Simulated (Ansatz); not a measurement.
## Electronic structure of Li₂TaO₂ in real space

```
Li Ta O
1.0
     4.08840    0.00000    0.00000
     0.00000    4.08840    0.00000
     0.00000    0.00000    3.77731
Li Ta O
2 1 2
Direct
  0.50000 0.00000 0.00000
  0.00000 0.50000 0.00000
  0.50000 0.50000 0.50000
  0.50000 0.00000 0.50000
  0.00000 0.50000 0.50000
```

Space group P4/mmm; a structure generated by program, which may or may not match a known phase; computed without spin polarisation.

Level of theory: Ansatz, DFT PBE, scalar-relativistic, plane waves, PAW.

Core electrons are frozen (PAW), and the valence fields are smoothed inside the atomic spheres.

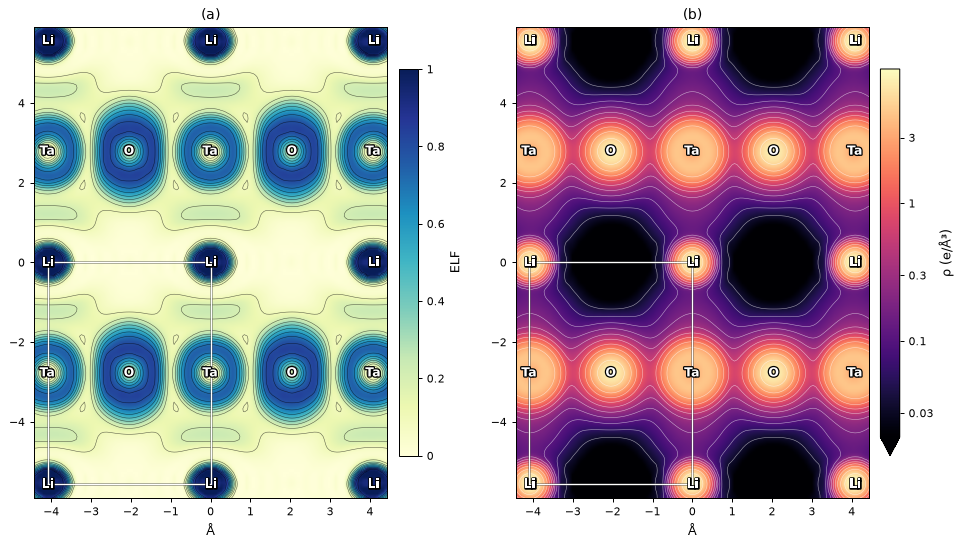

Figure 1. (a) electron localisation function; (b) valence charge density (pseudo) on the (101) plane of the conventional cell.

### Read the bonding off the picture.

- The plane passes through Li, Ta and O nuclei.
- Ta–O (2.04 Å): ρ at the midpoint is about 0.74 e/Å³; the ELF peaks at about 0.80 in the valence shell of O, 0.6 Å from its nucleus, and drops to about 0.15 between the two atoms (no shared electron pair shows on this line).
- Between the atoms the lowest density in this plane is 0.007 e/Å³.
- The features right at Li and Ta lie inside the PAW spheres, where the map follows smoothed inner orbitals and isn't to be read closely.

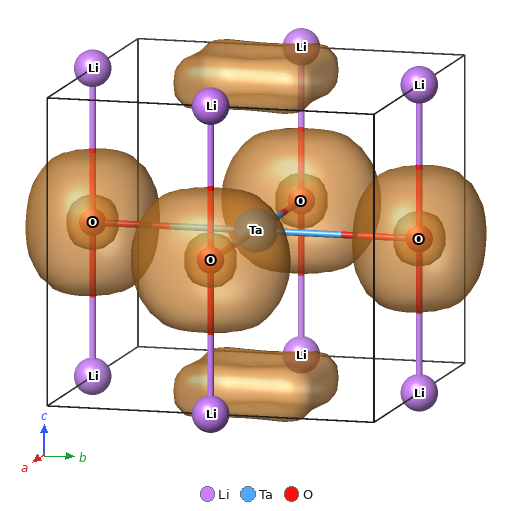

Figure 2. Isosurface of the electron localisation function at 0.65 (orange), seen slightly off an axis. Only the valence region is drawn (cores and ρ < 0.01 e/Å³ removed). Sticks mark near contacts.

### Identify the bonds, lone pairs and shells in this picture.

At this value the surface marks out two regions wrapped around O (the valence shell of each) and one pocket between the atoms, centred on no nucleus (multi-centre or interstitial), counted in one cell of 5 atoms. Any copies at cell faces, edges or corners count once. Along the contacts the grid gives the following. Li–O (1.89 Å): the ELF peaks at about 0.80 in the valence shell of O, 0.7 Å from its nucleus, and is about 0.50 at the midpoint.

### Does the calculation make it a metal, or give it a gap?

It is gapless in this calculation (a metal or semimetal); semilocal functionals without U, or without the true magnetic order, often close the gap of such compounds.
